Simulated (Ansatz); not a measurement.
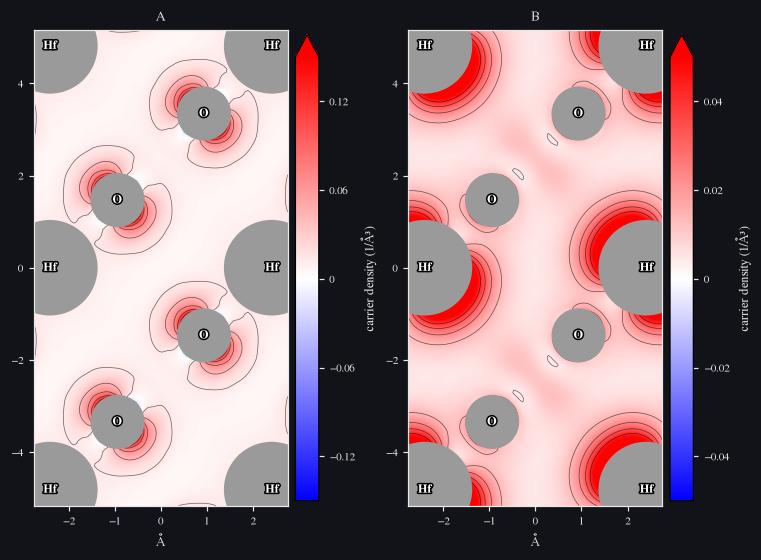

HfO2, doped once with holes and once with electrons (0.5 e in the calculation's cell of 6 atoms, uniform background, atoms fixed). Each panel shows the carrier's density (positive where it sits) on the (001) plane of the conventional cell; grey discs cover the cores. Cores are masked to 1.0 Å (Hf) and 0.6 Å (O). This is very heavy doping.

Space group P4_2/mnm; the calculation finds a residual pressure of about 9 GPa at this fixed cell. This isn't the usual form at ambient conditions. The cell comes from a database of computed structures, not from a measurement.

All numbers below come from Ansatz 0.2.0, DFT PBE, scalar-relativistic, plane waves, PAW.

> Which panel shows the hole and which the electron?

A is the hole: outside the cores it is densest at the edge of the masked core of O; it divides as O about 85 % and Hf about 15 %. B is the electron: outside the cores it is densest at the edge of the masked core of Hf; it divides as O about 55 % and Hf about 45 %. Shares are sums over atomic cells sized by the Bader volumes, which fill 25 % (Hf) and 75 % (O) of the cell, so only an excess over these marks a preference; they are shares of the net change, screening included, and the band-edge orbitals themselves can be more concentrated.
